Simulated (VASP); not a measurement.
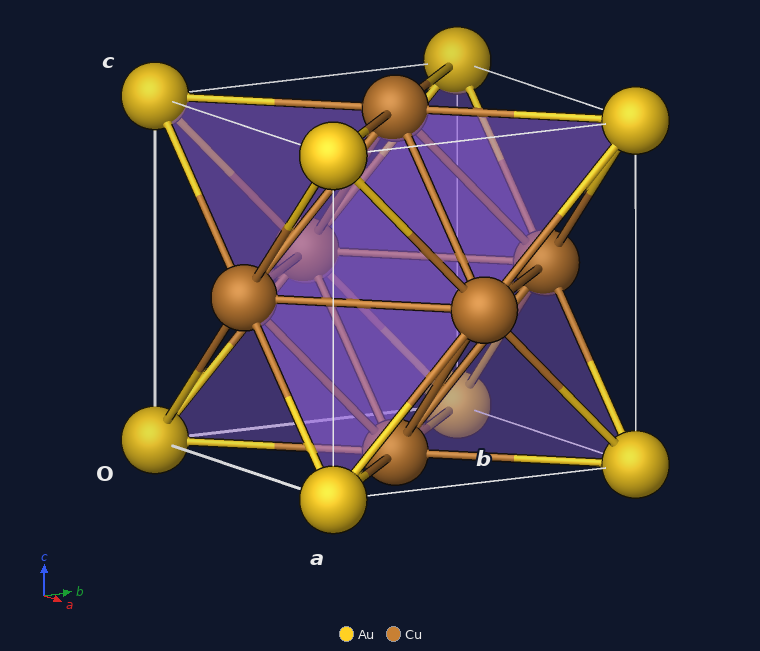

For Cu3Au, the geometry relaxed with VASP Kohn-Sham DFT of a periodic cell, RPBE with D3, VASP PAW PBE potentials, recommended in VASP: every member of one family of equally spaced planes, hx + ky + lz = a whole number, that cuts the unit cell is shaded (one member passes through the origin O). All values are computed from the atomic coordinates in the standard setting (tolerance 0.002 Å).

a = 3.776 Å, b = 3.776 Å, c = 3.776 Å, α = 90.00°, β = 90.00°, γ = 90.00°.

What are the Miller indices?

Answer. (1 −1 1); the opposite sign names the same planes. The member next to the origin meets the axes a at 1, b at −1, c at 1.

What is the spacing?

Answer. d = 2.180 Å.

Which atoms of the cell lie in these planes (within 0.03 Å)?

Answer. The Au atom, all 3 Cu.
